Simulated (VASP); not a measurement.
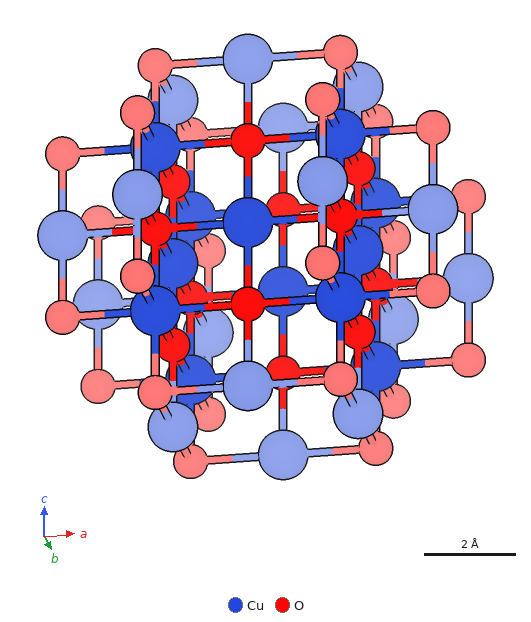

Fig. 1: The input geometry (ball-and-stick view of the cell of the calculation, seen at an oblique angle; neighbours outside the cell are drawn fainter). Near neighbours in the crystal (not all of them lie inside the picture): Cu has 4 O at 1.94 to 2.08 Å; Cu has 6 O at 1.94 to 2.08 Å; O has 6 Cu at 1.94 to 2.08 Å; O has 4 Cu at 1.94 to 2.08 Å.

Geometry relaxation, with input and output: CuO (part 1 of 3)

System: CuO (P4/mmm, 6 atoms in the cell).
Method: Kohn-Sham DFT of a periodic cell, r2SCAN, VASP PAW PBE potentials, recommended, no spin polarisation (VASP 6.6.1).

The structure derives from a Materials Project entry.

**OSZICAR**
```
N       E                     dE             d eps       ncg     rms          rms(c)
DAV:   1     0.544376588363E+03    0.54438E+03   -0.26896E+04  2448   0.294E+03
DAV:   2     0.347938127015E+02   -0.50958E+03   -0.49161E+03  2430   0.548E+02
DAV:   3    -0.671956923276E+02   -0.10199E+03   -0.97178E+02  3532   0.262E+02
DAV:   4    -0.741670018111E+02   -0.69713E+01   -0.68457E+01  3740   0.723E+01
DAV:   5    -0.742460528346E+02   -0.79051E-01   -0.78970E-01  3600   0.101E+01    0.207E+01
DAV:   6    -0.592968091047E+02    0.14949E+02   -0.10205E+02  3314   0.212E+02    0.174E+01
DAV:   7    -0.528123840494E+02    0.64844E+01   -0.25942E+01  3016   0.142E+02    0.451E+00
DAV:   8    -0.531071017527E+02   -0.29472E+00   -0.39256E+00  3622   0.254E+01    0.329E+00
DAV:   9    -0.531065286014E+02    0.57315E-03   -0.53013E-01  3962   0.235E+01    0.299E+00
DAV:  10    -0.532072098862E+02   -0.10068E+00   -0.10640E+00  4300   0.217E+01    0.252E+00
DAV:  11    -0.531086573895E+02    0.98552E-01   -0.23148E-01  4612   0.825E+00    0.127E+00
DAV:  12    -0.530773917150E+02    0.31266E-01   -0.35680E-01  3652   0.723E+00    0.840E-01
DAV:  13    -0.530919044949E+02   -0.14513E-01   -0.80249E-02  3274   0.399E+00    0.154E-01
DAV:  14    -0.530903084758E+02    0.15960E-02   -0.12391E-02  3050   0.157E+00    0.964E-02
DAV:  15    -0.530959174953E+02   -0.56090E-02   -0.27573E-03  3324   0.625E-01    0.805E-02
DAV:  16    -0.530959430455E+02   -0.25550E-04   -0.21531E-04  3588   0.185E-01    0.399E-02
DAV:  17    -0.530958856210E+02    0.57424E-04   -0.12074E-04  3484   0.167E-01    0.183E-02
DAV:  18    -0.530959420924E+02   -0.56471E-04   -0.55388E-05  2952   0.754E-02    0.363E-03
DAV:  19    -0.530959443140E+02   -0.22215E-05   -0.60252E-06  3116   0.279E-02    0.118E-03
DAV:  20    -0.530959439192E+02    0.39473E-06   -0.93413E-07  1674   0.125E-02
   1 F= -.53095944E+02 E0= -.53093884E+02  d E =-.530959E+02
       N       E                     dE             d eps       ncg     rms          rms(c)
DAV:   1    -0.542283144184E+02   -0.11324E+01   -0.21643E+01  2876   0.885E+01    0.825E+00
DAV:   2    -0.533778542609E+02    0.85046E+00   -0.65759E+00  2926   0.693E+01    0.349E+00
DAV:   3    -0.532336744390E+02    0.14418E+00   -0.18667E+00  3154   0.518E+01    0.384E+00
DAV:   4    -0.531703840131E+02    0.63290E-01   -0.10042E+00  3328   0.354E+01    0.246E+00
DAV:   5    -0.531126513546E+02    0.57733E-01   -0.12850E-01  3486   0.152E+01    0.927E-01
DAV:   6    -0.531047182209E+02    0.79331E-02   -0.45369E-02  4026   0.741E+00    0.479E-01
DAV:   7    -0.531033283148E+02    0.13899E-02   -0.15912E-02  3706   0.487E+00    0.200E-01
DAV:   8    -0.531044408538E+02   -0.11125E-02   -0.14883E-03  3564   0.122E+00    0.704E-02
DAV:   9    -0.531043559840E+02    0.84870E-04   -0.47960E-04  3960   0.370E-01    0.317E-02
DAV:  10    -0.531044364205E+02   -0.80436E-04   -0.93986E-05  3402   0.153E-01    0.180E-02
DAV:  11    -0.531043864199E+02    0.50001E-04   -0.24214E-05  3192   0.893E-02    0.144E-02
DAV:  12    -0.531044334543E+02   -0.47034E-04   -0.38492E-05  3178   0.678E-02    0.635E-03
DAV:  13    -0.531044332355E+02    0.21881E-06   -0.30199E-06  2240   0.381E-02
   2 F= -.53104433E+02 E0= -.53102281E+02  d E =-.848932E-02
       N       E                     dE             d eps       ncg     rms          rms(c)
DAV:   1    -0.533260749492E+02   -0.22164E+00   -0.42067E+00  2816   0.401E+01    0.353E+00
DAV:   2    -0.531781314552E+02    0.14794E+00   -0.11570E+00  2840   0.326E+01    0.153E+00
DAV:   3    -0.531337768815E+02    0.44355E-01   -0.21377E-01  3292   0.197E+01    0.132E+00
DAV:   4    -0.531314994725E+02    0.22774E-02   -0.11989E-01  3438   0.158E+01    0.100E+00
DAV:   5    -0.531196895968E+02    0.11810E-01   -0.22028E-02  3652   0.745E+00    0.375E-01
DAV:   6    -0.531182051142E+02    0.14845E-02   -0.10018E-02  4462   0.365E+00    0.259E-01
DAV:   7    -0.531184167845E+02   -0.21167E-03   -0.30255E-03  3540   0.780E-01    0.225E-01
DAV:   8    -0.531179212967E+02    0.49549E-03   -0.95059E-04  4242   0.120E+00    0.468E-02
DAV:   9    -0.531179362121E+02   -0.14915E-04   -0.33057E-04  3690   0.277E-01    0.883E-03
DAV:  10    -0.531179546999E+02   -0.18488E-04   -0.46825E-05  3128   0.900E-02    0.474E-03
DAV:  11    -0.531179615735E+02   -0.68736E-05   -0.79097E-06  2544   0.305E-02    0.276E-03
DAV:  12    -0.531179625588E+02   -0.98529E-06   -0.10538E-06  1626   0.141E-02
   3 F= -.53117963E+02 E0= -.53115841E+02  d E =-.220186E-01
       N       E                     dE             d eps       ncg     rms          rms(c)
DAV:   1    -0.531180954634E+02   -0.13389E-03   -0.28223E-03  2840   0.102E+00    0.933E-02
DAV:   2    -0.531180129919E+02    0.82471E-04   -0.82674E-04  2906   0.849E-01    0.460E-02
DAV:   3    -0.531179696447E+02    0.43347E-04   -0.15772E-04  3410   0.494E-01    0.327E-02
DAV:   4    -0.531179682870E+02    0.13577E-05   -0.71564E-05  3414   0.401E-01    0.322E-02
DAV:   5    -0.531179570387E+02    0.11248E-04   -0.20410E-05  3292   0.242E-01    0.888E-03
DAV:   6    -0.531179549639E+02    0.20748E-05   -0.25944E-06  2258   0.455E-02    0.355E-03
DAV:   7    -0.531179537672E+02    0.11967E-05   -0.23209E-06  1684   0.277E-02    0.166E-03
DAV:   8    -0.531179538750E+02   -0.10774E-06   -0.59310E-07  1278   0.133E-02
   4 F= -.53117954E+02 E0= -.53115829E+02  d E =-.220100E-01
       N       E                     dE             d eps       ncg     rms          rms(c)
DAV:   1    -0.531254259988E+02   -0.74722E-02   -0.19856E-01  3478   0.550E+00    0.579E-01
DAV:   2    -0.531207854404E+02    0.46406E-02   -0.25888E-02  2948   0.479E+00    0.363E-01
DAV:   3    -0.531209549677E+02   -0.16953E-03   -0.11075E-02  2926   0.526E+00    0.430E-01
DAV:   4    -0.531192540938E+02    0.17009E-02   -0.53538E-03  3420   0.385E+00    0.164E-01
DAV:   5    -0.531190078383E+02    0.24626E-03   -0.10230E-03  3882   0.112E+00    0.568E-02
DAV:   6    -0.531189742984E+02    0.33540E-04   -0.27725E-04  3654   0.278E-01    0.168E-02
DAV:   7    -0.531189845923E+02   -0.10294E-04   -0.37855E-05  3320   0.122E-01    0.895E-03
DAV:   8    -0.531189837502E+02    0.84210E-06   -0.13942E-05  3526   0.343E-02    0.510E-03
DAV:   9    -0.531189840502E+02   -0.30005E-06   -0.25094E-06  1836   0.250E-02
   5 F= -.53118984E+02 E0= -.53116859E+02  d E =-.103018E-02
       N       E                     dE             d eps       ncg     rms          rms(c)
DAV:   1    -0.531234315245E+02   -0.44478E-02   -0.12352E-01  3478   0.435E+00    0.457E-01
DAV:   2    -0.531205538247E+02    0.28777E-02   -0.16143E-02  2940   0.380E+00    0.292E-01
DAV:   3    -0.531206829879E+02   -0.12916E-03   -0.70207E-03  2926   0.420E+00    0.351E-01
DAV:   4    -0.531195908084E+02    0.10922E-02   -0.34165E-03  3450   0.309E+00    0.132E-01
DAV:   5    -0.531194302424E+02    0.16057E-03   -0.64545E-04  3902   0.891E-01    0.449E-02
DAV:   6    -0.531194096722E+02    0.20570E-04   -0.17598E-04  3666   0.202E-01    0.134E-02
DAV:   7    -0.531194166789E+02   -0.70068E-05   -0.23554E-05  3352   0.971E-02    0.710E-03
DAV:   8    -0.531194161588E+02    0.52012E-06   -0.88306E-06  3570   0.270E-02
   6 F= -.53119416E+02 E0= -.53117259E+02  d E =-.146228E-02
```

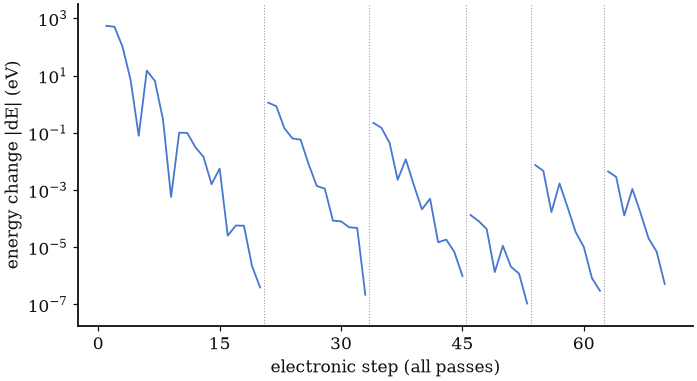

Fig. 2: Convergence of the self-consistent field: energy change |dE| against the electronic step. Each stretch between dotted lines is the SCF of one geometry step of a relaxation. The 6 ionic steps take 8 to 20 electronic steps each. The density is held fixed in the first few steps, and dE rises again when its update begins.

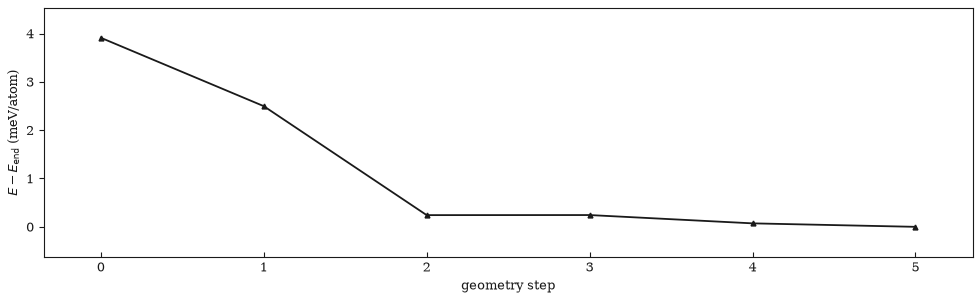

Fig. 3: Progress of the relaxation, step by step (steps are counted from 0).

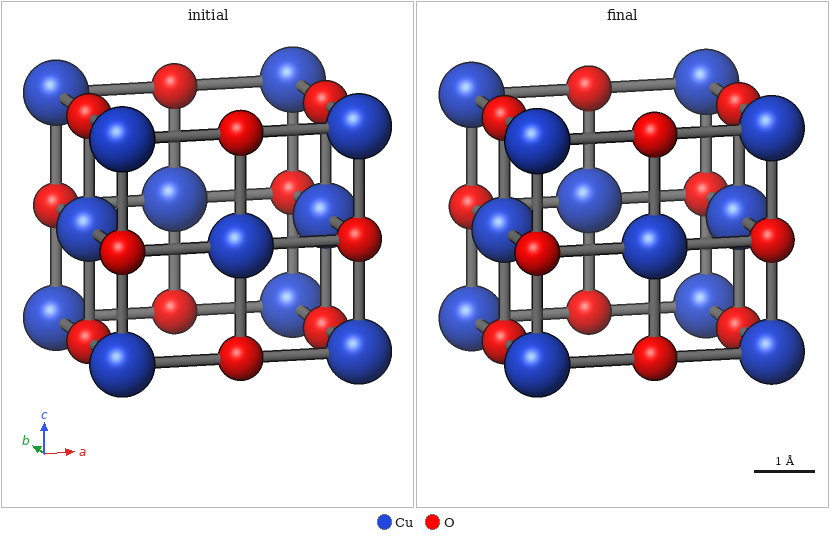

Fig. 4: Before (left) and after (right) the relaxation, at one scale (ball-and-stick view of the cell of the calculation, seen slightly off an axis). The energy falls by 3.9 meV per atom in 5 geometry steps. All forces vanish by symmetry, so only the cell relaxes. No atom moves by more than 0.005 Å relative to the cell. Cell: a = b 4.161 → 4.122 Å (−0.9 %), c 3.888 → 3.858 Å (−0.8 %). Volume −2.6 %. Among the contacts that change: Cu1–O4 2.080 → 2.061 Å, Cu1–O5 1.944 → 1.929 Å. The space group stays P4/mmm (No. 123). (Atoms are counted from 1 in the order of the input.)

**Parts of OUTCAR**
```
PREC = Accurate
   ENCUT = 600
   EDIFF = 1E-6
   ISMEAR = 0
   LREAL = F
   LASPH = T
   NELM = 100
   ISIF = 3
   METAGGA = R2SCAN
   IBRION = 2
   NSW = 40
   EDIFFG = -0.02

 ion  position               nearest neighbor table
   1  0.500  0.000  0.500-   5 1.94   5 1.94   4 2.08   4 2.08
   2  0.000  0.500  0.500-   6 1.94   6 1.94   4 2.08   4 2.08
   3  0.000  0.000  0.000-   4 1.94   4 1.94   6 2.08   5 2.08   6 2.08   5 2.08
   4  0.000  0.000  0.500-   3 1.94   3 1.94   1 2.08   2 2.08   2 2.08   1 2.08
   5  0.500  0.000  0.000-   1 1.94   1 1.94   3 2.08   3 2.08
   6  0.000  0.500  0.000-   2 1.94   2 1.94   3 2.08   3 2.08

  LATTYP: Found a simple tetragonal cell.
 ALAT       =     4.1609370000
 C/A-ratio  =     0.9343191209

  Lattice vectors:

 A1 = (   4.1609370000,   0.0000000000,   0.0000000000)
 A2 = (   0.0000000000,   4.1609370000,   0.0000000000)
 A3 = (   0.0000000000,   0.0000000000,   3.8876430000)

Analysis of symmetry for initial positions (statically):
=====================================================================
 Subroutine PRICEL returns:
 Original cell was already a primitive cell.

 Routine SETGRP: Setting up the symmetry group for a
 simple tetragonal supercell.

 Subroutine GETGRP returns: Found 16 space group operations
 (whereof 16 operations were pure point group operations)
 out of a pool of 16 trial point group operations.

The static configuration has the point symmetry D_4h.

Analysis of symmetry for dynamics (positions and initial velocities):
=====================================================================
 Subroutine PRICEL returns:
 Original cell was already a primitive cell.

 Routine SETGRP: Setting up the symmetry group for a
 simple tetragonal supercell.

 Subroutine GETGRP returns: Found 16 space group operations
 (whereof 16 operations were pure point group operations)
 out of a pool of 16 trial point group operations.

The dynamic configuration has the point symmetry D_4h.

 Subroutine INISYM returns: Found 16 space group operations
 (whereof 16 operations are pure point group operations),
 and found     1 'primitive' translations

----------------------------------------------------------------------------------------

                                     Primitive cell

  volume of cell :      67.3083

  direct lattice vectors                    reciprocal lattice vectors
     4.160937000  0.000000000  0.000000000     0.240330483  0.000000000  0.000000000
     0.000000000  4.160937000  0.000000000     0.000000000  0.240330483  0.000000000
     0.000000000  0.000000000  3.887643000     0.000000000  0.000000000  0.257225265

  length of vectors
     4.160937000  4.160937000  3.887643000     0.240330483  0.240330483  0.257225265

  position of ions in fractional coordinates (direct lattice)
     0.500000000  0.000000000  0.500000000
     0.000000000  0.500000000  0.500000000
     0.000000000  0.000000000  0.000000000
     0.000000000  0.000000000  0.500000000
     0.500000000  0.000000000  0.000000000
     0.000000000  0.500000000  0.000000000

  ion indices of the primitive-cell ions
   primitive index   ion index
                 1           1
                 2           2
                 3           3
                 4           4
                 5           5
                 6           6

----------------------------------------------------------------------------------------

 KPOINTS: Automatic mesh

Automatic generation of k-mesh.
 Grid dimensions read from file:
 generate k-points for:    7    7    7

 Generating k-lattice:

  Cartesian coordinates                     Fractional coordinates (reciprocal lattice)
     0.034332926  0.000000000  0.000000000     0.142857143  0.000000000  0.000000000
     0.000000000  0.034332926  0.000000000     0.000000000  0.142857143  0.000000000
     0.000000000  0.000000000  0.036746466     0.000000000  0.000000000  0.142857143

  Length of vectors
     0.034332926  0.034332926  0.036746466

  Shift w.r.t. Gamma in fractional coordinates (k-lattice)
     0.000000000  0.000000000  0.000000000

 Subroutine IBZKPT returns following result:
 ===========================================

 Found     40 irreducible k-points:

 Following reciprocal coordinates:
            Coordinates               Weight
  0.000000  0.000000  0.000000      1.000000
  0.142857  0.000000  0.000000      4.000000
  0.285714  0.000000  0.000000      4.000000
  0.428571  0.000000  0.000000      4.000000
  0.142857  0.142857  0.000000      4.000000
  0.285714  0.142857  0.000000      8.000000
  0.428571  0.142857  0.000000      8.000000
  0.285714  0.285714  0.000000      4.000000
  0.428571  0.285714  0.000000      8.000000
  0.428571  0.428571  0.000000      4.000000
  0.000000  0.000000  0.142857      2.000000
  0.142857  0.000000  0.142857      8.000000
  0.285714  0.000000  0.142857      8.000000
  0.428571  0.000000  0.142857      8.000000
  0.142857  0.142857  0.142857      8.000000
  0.285714  0.142857  0.142857     16.000000
  0.428571  0.142857  0.142857     16.000000
  0.285714  0.285714  0.142857      8.000000
  0.428571  0.285714  0.142857     16.000000
  0.428571  0.428571  0.142857      8.000000
  0.000000  0.000000  0.285714      2.000000
  0.142857  0.000000  0.285714      8.000000
  0.285714  0.000000  0.285714      8.000000
  0.428571  0.000000  0.285714      8.000000
 [... further k-points ...]
```
